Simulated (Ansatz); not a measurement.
AlCu₃: several calculations on one system

## 1. Relaxation

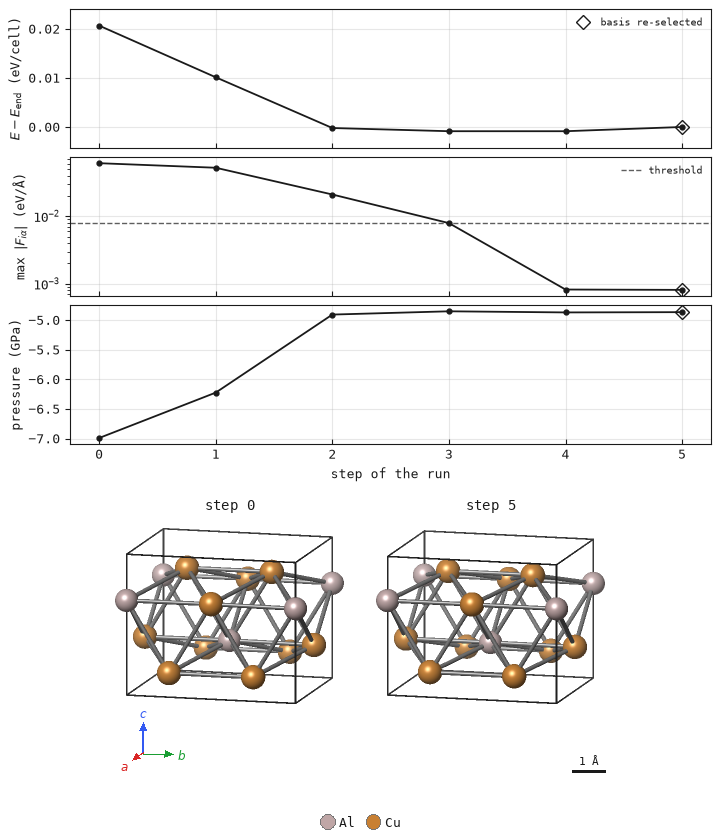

First and last geometry of a relaxation of solid AlCu3 (set up in Pmmn), with the history of the run. A ball-and-stick model of the cell of the calculation, seen slightly off an axis.

Case: biaxial strain in the a-b plane of +4.0 %; c and atoms relaxed.

Level of theory: DFT PBEsol, scalar-relativistic, plane waves, PAW (Ansatz).

Input file:
```yaml
crystal:
  lattice:
    - [4.3426664598, 0.0, 0.0]
    - [0.0, 5.3230540029, 0.0]
    - [0.0, 0.0, 4.3653749016]
  atoms:
    - { symbol: Al, position: [0.0, 0.0, 0.6724555397] }
    - { symbol: Al, position: [0.5, 0.5, 0.3275444603] }
    - { symbol: Cu, position: [0.0, 0.5, 0.6752557969] }
    - { symbol: Cu, position: [0.5, 0.0, 0.3247442031] }
    - { symbol: Cu, position: [0.0, 0.2509560592, 0.1713945963] }
    - { symbol: Cu, position: [0.0, 0.7490439408, 0.1713945963] }
    - { symbol: Cu, position: [0.5, 0.2490439408, 0.8286054037] }
    - { symbol: Cu, position: [0.5, 0.7509560592, 0.8286054037] }
basis:
  ecutwfc: 420
kpoints:
  mp_grid: { grid: [8, 8, 8] }
hamiltonian:
  xc: pbesol
scf:
  occupations: { method: gaussian, width: 0.1 }
output:
  forces: true
  stress: true
  eigenvalues: true
relax:
  adjacent_minimum: "off"
  f_tol: 0.008
  max_steps: 40
  cell: { stress_tol: 0.015, fix: [a, b, gamma] }
```

Run as
```bash
ansatz run input.yaml --threads 2 --pin off --max-ram 5120MiB --backend cpu --events-out ev --progress --plain --runs-dir out
```

**Did the run converge, and what did it change?**

It converged. After 4 accepted moves (5 points after the start) the energy has fallen by 20.7 meV per cell of the calculation. The largest force component goes from 0.061 to 0.00081 eV/Å. Pressure: −6.99 GPa at the start and −4.87 GPa at the end. At 1 point the geometry stayed and the basis and grid were re-selected for the new cell (energy shift of 0.9 meV per cell of the calculation at most each time). The largest moves relative to the cell, 0.042 Å, are those of Al1 and Al2. Al1 goes along +c. Largest moves by element: Al 0.042 Å, Cu 0.041 Å. The drawn cell changes as follows: a unchanged at 4.343 Å, b unchanged at 5.323 Å, c 4.365 → 4.296 Å (−1.6 %); the volume changes by −1.6 %. Among the contacts that change: Cu5–Cu7 2.637 → 2.671 Å, Al1–Cu4 2.649 → 2.681 Å, Cu3–Cu5 2.568 → 2.536 Å, Al1–Cu5 2.555 → 2.524 Å. The space group stays Pmmn (No. 59).

## 2. Relaxation

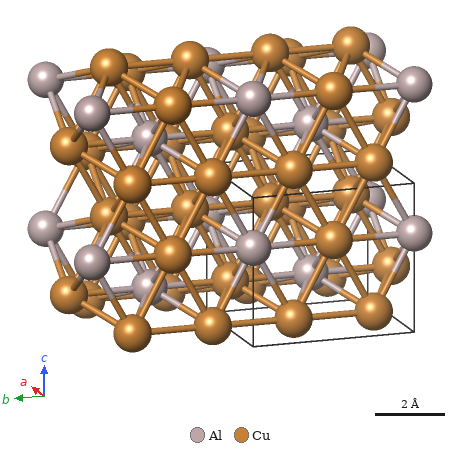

A crystal of AlCu$_{3}$ (set up in Pmmn), before the relaxation. Style: ball-and-stick. Shown: the cell of the calculation, repeated 1 × 2 × 2 with one cell outlined, from a free direction.

Case: biaxial strain in the a-b plane of -2.0 %; c and atoms relaxed.

Theory: Ansatz, DFT PBEsol, scalar-relativistic, plane waves, PAW.

Input
```yaml
crystal:
  lattice:
    - [4.0921280102, 0.0, 0.0]
    - [0.0, 5.0159547335, 0.0]
    - [0.0, 0.0, 4.5263928283]
  atoms:
    - { symbol: Al, position: [0.0, 0.0, 0.6642284157] }
    - { symbol: Al, position: [0.5, 0.5, 0.3357715843] }
    - { symbol: Cu, position: [0.0, 0.5, 0.6680840754] }
    - { symbol: Cu, position: [0.5, 0.0, 0.3319159246] }
    - { symbol: Cu, position: [0.0, 0.2510188889, 0.163907427] }
    - { symbol: Cu, position: [0.0, 0.7489811111, 0.163907427] }
    - { symbol: Cu, position: [0.5, 0.2489811111, 0.836092573] }
    - { symbol: Cu, position: [0.5, 0.7510188889, 0.836092573] }
basis:
  ecutwfc: 420
kpoints:
  mp_grid: { grid: [8, 8, 8] }
hamiltonian:
  xc: pbesol
scf:
  occupations: { method: gaussian, width: 0.1 }
output:
  forces: true
  stress: true
  eigenvalues: true
relax:
  adjacent_minimum: "off"
  f_tol: 0.008
  max_steps: 40
  cell: { stress_tol: 0.015, fix: [a, b, gamma] }
```

Command:
```bash
ansatz run input.yaml --threads 2 --pin off --max-ram 5120MiB --backend cpu --events-out ev --progress --plain --runs-dir out
```

Q: Where does the relaxation end?

A: Over 4 accepted moves (5 points after the start) the energy falls by 12.5 meV per cell of the calculation. Largest force component: 0.1 eV/Å at the start, 0.00012 eV/Å at the end. The pressure goes from 4.82 to 3.45 GPa. The SCF was repeated once at an unchanged geometry on a basis and grid sized afresh for the cell, which shifted the energy by 0.4 meV per cell of the calculation at most. The largest moves relative to the cell, 0.025 Å, are those of 8 atoms (Al1, Al2, Cu3, Cu4 and others). Al1 goes along −c. By element the largest moves are Al 0.025 Å, Cu 0.025 Å. The volume changes by +0.8 %, with a unchanged at 4.092 Å, b unchanged at 5.016 Å, c 4.526 → 4.561 Å (+0.8 %). Among the contacts that change: Al1–Cu4 2.539 → 2.516 Å, Cu5–Cu7 2.527 → 2.505 Å, Cu3–Cu7 2.520 → 2.538 Å, Al1–Cu7 2.520 → 2.538 Å. The space group stays Pmmn (No. 59).

## 3. A change

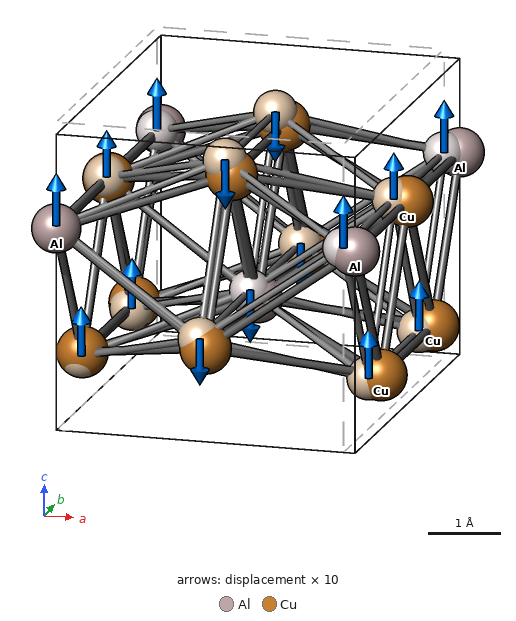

A crystal of AlCu$_{3}$ (set up in Pmmn), drawn pale, and a changed version of it, drawn solid. The blue arrows show how the atoms are displaced (without the part that the change of the cell carries along), magnified 10 times. A ball-and-stick model of the cell of the calculation, seen slightly off an axis.

Level of theory: DFT PBEsol, scalar-relativistic, plane waves, PAW (Ansatz 0.2.0). Settings: plane-wave cutoff 420 eV; k-point mesh 8 × 8 × 8; occupations gaussian; smearing width 0.1 eV; no spin polarisation.

### What was done to the structure, and with what result?

Biaxial strain in the a–b plane, +4.0 %, is applied. The c axis and the atoms are relaxed. It costs 24.2 meV per atom. Pressure: 0.0 GPa before, −4.9 GPa after. The principal stresses (compression positive) are −5.1 GPa along b, −9.6 GPa along a, none along the third axis. The volume changes by +3.9 %, with a 4.176 → 4.343 Å (+4.0 %), b 5.118 → 5.323 Å (+4.0 %), c 4.473 → 4.296 Å (−3.9 %). The largest moves relative to the cell, 0.077 Å, are those of Al atoms. By element the largest moves are Al 0.077 Å, Cu 0.073 Å. Near-neighbour distances before and after: Cu–Cu 2.550 → 2.655 to 2.671 Å, Al–Cu 2.562 → 2.612 to 2.681 Å, Cu–Cu 2.563 → 2.514 to 2.668 Å, Al–Cu 2.579 → 2.524 to 2.533 Å. The space group stays Pmmn (No. 59).

## 4. Series

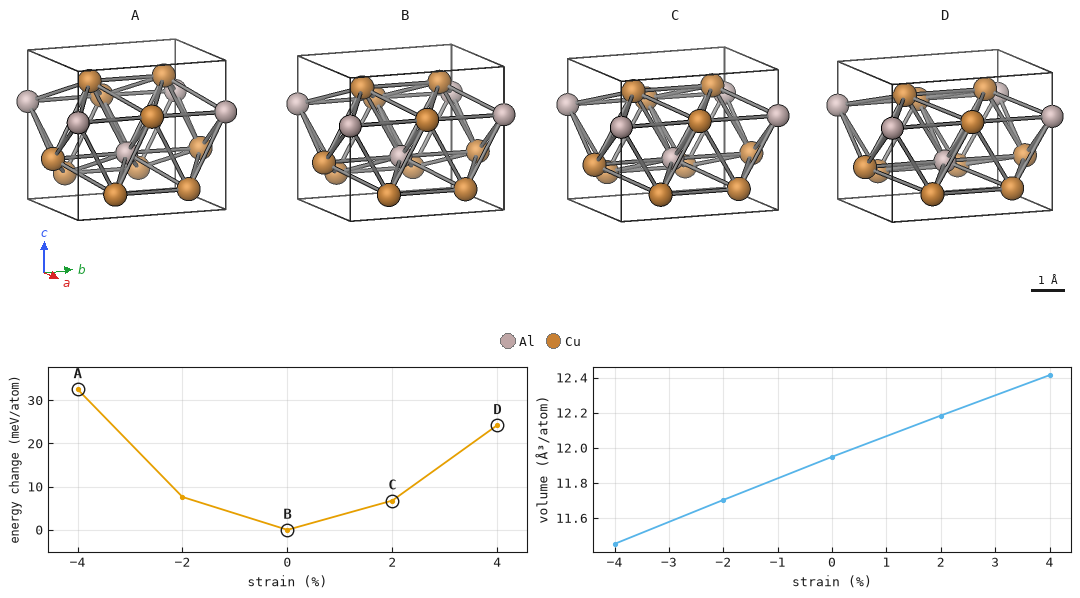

Members of a series of calculations on crystalline AlCu3 (set up in Pmmn), marked on the first curve. Style: ball-and-stick. Shown: the cell of the calculation, slightly off an axis.

All numbers below come from Ansatz 0.2.0, DFT PBEsol, scalar-relativistic, plane waves, PAW. (plane-wave cutoff 420 eV; k-point mesh 8 × 8 × 8; occupations gaussian; smearing width 0.1 eV; no spin polarisation)

Question: Describe the series.

Answer: Biaxial strain in the a–b plane, c and atoms relaxed. A (strain −4.0 %): energy change 32.6 meV/atom, volume 11.45 Å³ per atom. B (strain 0.0 %): energy change 0.0 meV/atom, volume 11.95 Å³ per atom. C (strain 2.0 %): energy change 6.8 meV/atom, volume 12.18 Å³ per atom. D (strain 4.0 %): energy change 24.2 meV/atom, volume 12.41 Å³ per atom. The rest compares A with D. The drawn cell changes as follows: a 4.009 → 4.343 Å (+8.3 %), b 4.914 → 5.323 Å (+8.3 %), c 4.652 → 4.296 Å (−7.6 %); the volume changes by +8.4 %. Among the bonded contacts that change: Cu–Cu 2.444 → 2.655 Å, Al–Cu 2.457 → 2.662 Å, Cu–Cu 2.468 → 2.668 Å.
